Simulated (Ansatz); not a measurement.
**A series of single points on PbS**

System: PbS (R3m, 2 atoms in the cell).
Method: Kohn-Sham DFT of a periodic cell, PBE, Ansatz PAW, no spin polarisation (Ansatz 0.2.0).

The 6 runs differ only in the geometry, by an even scaling of the cell at fixed fractional positions. The structure derives from a Materials Project entry.

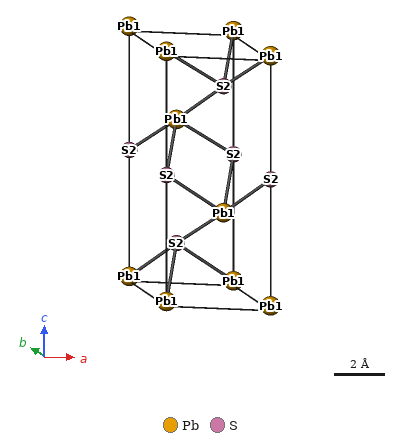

Figure 1. The structure of run 4 (ball-and-stick view of the cell 3 times as large as that of the calculation, set on its symmetry axes, seen slightly off an axis; atoms are numbered from 1 in the order of the input).

## Input of run 4
```yaml
crystal:
  lattice:
    - [2.1266532507, 1.2278238267, 3.4747772906]
    - [-2.1266532507, 1.2278238267, 3.4747772906]
    - [0.0, -2.4556476535, 3.4747772906]
  atoms:
    - { symbol: Pb, position: [0.98056578, 0.98056578, 0.98056578] }
    - { symbol: S, position: [0.47503555, 0.47503555, 0.47503555] }
hamiltonian:
  xc: pbe
  pseudopotentials: { kind: paw }
kpoints:
  mp_grid: { grid: [8, 8, 8] }
scf:
  occupations: { method: fermi_dirac, width: 0.05 }
output:
  forces: true
  stress: true
  eigenvalues: true
```

Command:
```bash
ansatz run input.yaml --threads 2 --pin off --max-ram 5120MiB --backend cpu --events-out ev --progress --plain --runs-dir out
```

Lattice vectors (Å) and fractional positions of run 4:
```
   2.126653    1.227824    3.474777
  -2.126653    1.227824    3.474777
   0.000000   -2.455648    3.474777
Pb  0.980566  0.980566  0.980566
S   0.475036  0.475036  0.475036
```

Run 2 differs from it as follows:
```diff
-    - [2.1266532507, 1.2278238267, 3.4747772906]
-    - [-2.1266532507, 1.2278238267, 3.4747772906]
-    - [0.0, -2.4556476535, 3.4747772906]
+    - [2.0841087231, 1.2032607323, 3.4052630159]
+    - [-2.0841087231, 1.2032607323, 3.4052630159]
+    - [0.0, -2.4065214646, 3.4052630159]
```

## Results, with one run withheld

| run | volume per atom (Å³) | free energy per atom, from the lowest run given (meV) | pressure (GPa) | gap on the mesh (eV) |
| --- | --- | --- | --- | --- |
| 1 | 25.085 | 29.30 | 4.90 | 0.23 |
| 2 | 25.618 | ? | ? | ? |
| 3 | 26.686 | 1.24 | 0.92 | 0.45 |
| 4 | 27.220 | 0.00 | −0.15 | 0.52 |
| 5 | 27.753 | 2.15 | −1.12 | 0.58 |
| 6 | 28.287 | 7.37 | −1.99 | 0.63 |

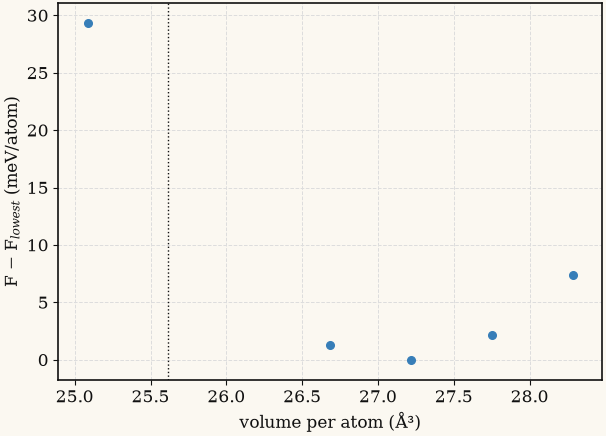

Figure 2. Free energy per atom of the runs given; the dotted line marks run 2.

Fit the runs given and predict run 2.

A cubic polynomial in V^(−2/3) (the Birch–Murnaghan form), fitted to the 5 runs given, misses them by under 0.01 meV per atom. With x = V^(−2/3) − 0.11120 Å⁻², it reads F = 0.1399 + 768.52 x + 8.1949e+05 x² + 1.0805e+06 x³ (meV per atom). At run 2 it gives 15.46 meV per atom, and the run itself gives 15.47. The slope of the fit gives a pressure −dF/dV of 3.44 GPa there, and the run prints 3.43 GPa. The fit has its minimum at 27.139 Å³ per atom, where V d²F/dV² gives 52.6 GPa. Cell shape and fractional positions are held, so this is the stiffness under even scaling; the relaxed bulk modulus wasn't computed. The gap on the mesh goes, without turning, from 0.23 eV in run 1 to 0.63 eV in run 6; run 2 has 0.31 eV. These are gaps of this functional on this mesh, which can miss the band edges; they aren't the measured gap.

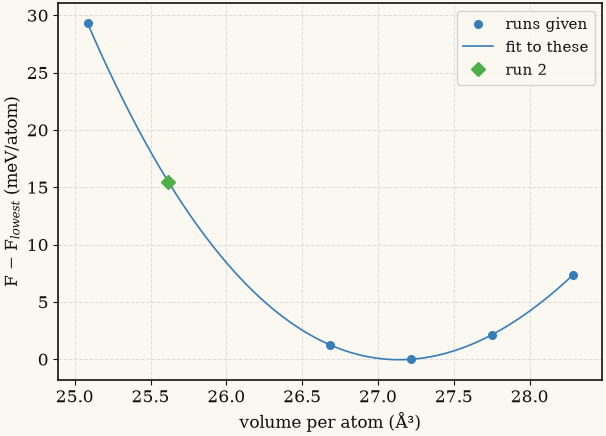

Figure 3. The fit and the withheld run.

## Output, shortened to warnings, some set-up lines, iterations and results (run 2)
```
Basis set: ecut = 420 eV, 965 PW (Γ), exchange–correlation on 60×60×60 points (8 copies of the dense FFT grid, shifted against one another)
Symmetry: 6 space group operations
k-points: 65 of 512 (time reversal used)
Initial density: superposition of atomic densities (neutral atoms: chi_scale 0, normalization atom), corrected by the library's trained network
[...]
SCF iter   1: F=—  HF=-12809.541461 eV  |F-HF|=—  |Δ(HF+E_count)|=         —  Δρ=7.79e-4  dr2=4.08e-4  ethr=1.77e-3  ⟨swp⟩=6.4  Hψ=5484  notcnv=0
SCF iter   2: F=—  HF=-12809.540279 eV  |F-HF|=—  |Δ(HF+E_count)|=   1.18e-3  Δρ=4.80e-4  dr2=1.36e-4  ethr=2.04e-6  ⟨swp⟩=2.2  Hψ=2139  notcnv=0
SCF iter   3: F=—  HF=-12809.540277 eV  |F-HF|=—  |Δ(HF+E_count)|=   1.76e-6  Δρ=1.88e-4  dr2=2.05e-5  ethr=6.80e-7  ⟨swp⟩=2.8  Hψ=1610  notcnv=0
SCF iter   4: F=—  HF=-12809.540288 eV  |F-HF|=—  |Δ(HF+E_count)|=   1.07e-5  Δρ=6.04e-5  dr2=2.17e-6  ethr=1.03e-7  ⟨swp⟩=2.1  Hψ=1215  notcnv=0
SCF iter   5: F=—  HF=-12809.540289 eV  |F-HF|=—  |Δ(HF+E_count)|=   9.32e-7  Δρ=2.23e-5  dr2=3.31e-7  ethr=1.09e-8  ⟨swp⟩=2.2  Hψ=1246  notcnv=0
SCF iter   6: F=-12809.540289 eV  HF=-12809.540289 eV  |F-HF|=5.62e-8  |Δ(HF+E_count)|=   8.12e-8  Δρ=9.39e-6  dr2=5.74e-8  ethr=5.00e-10  ⟨swp⟩=5.4  Hψ=4381  notcnv=0
SCF 1 converged in 6 iterations: F = -12809.540289 eV  dr2 = 5.74e-8
SCF converged after 6 iterations
Free energy (F): -12809.540289 eV
Harris-Foulkes:  -12809.540289 eV  (|F-HF|=5.62e-8)
Internal energy: -12809.540045 eV  (E = F + TS)
E sigma→0 (E₀):  -12809.540167 eV
Entropy (-TS):   -0.000244 eV (-0.122 meV/atom)
Fermi energy:    8.910801 eV
--- Per-component energies (eV) ---
  E_band       = -50.676889
  E_kinetic    = 394.347029
  E_local      = -1208.453789  (includes V_loc(G=0)·N_el)
  E_nonlocal   = 378.600530
  E_hartree    = 470.612475
  E_xc         = -318.857436
  E_vxc        = -220.931086  (∫ρ·V_xc dr)
  E_paw        = -11003.442908  (= ΣΔE_a)
  E_vpaw       = -335.454842  (= ΣTr[D̂ρ^β])
  E_aug_tail   = 0.000050  (compensation charges beyond the density's cutoff)
  E_ewald      = -1522.345994
  E_smearing   = -0.000244  (= −TS)
  E_closure    = -0.000000  (closes the sum)
  Σ components = -12809.540289   (vs F -12809.540289, Δ=0.00e0)
--- Forces (eV/Å), atoms counted from 1 ---
  atom   1  Pb     0.00000000     0.00000000    -0.04070819
  atom   2  S      0.00000000    -0.00000000     0.04072618
  max |Σ_I F_I| component: 1.80e-5 eV/Å
--- Stress (GPa, compression-positive) ---
        3.432708       0.000000      -0.000000
        0.000000       3.432708       0.000000
       -0.000000      -0.000000       3.438233
  P = ⅓ Tr σ = 3.4345 GPa (34.345 kbar)
```

Notes: Spin–orbit coupling is left out, which matters for Pb.
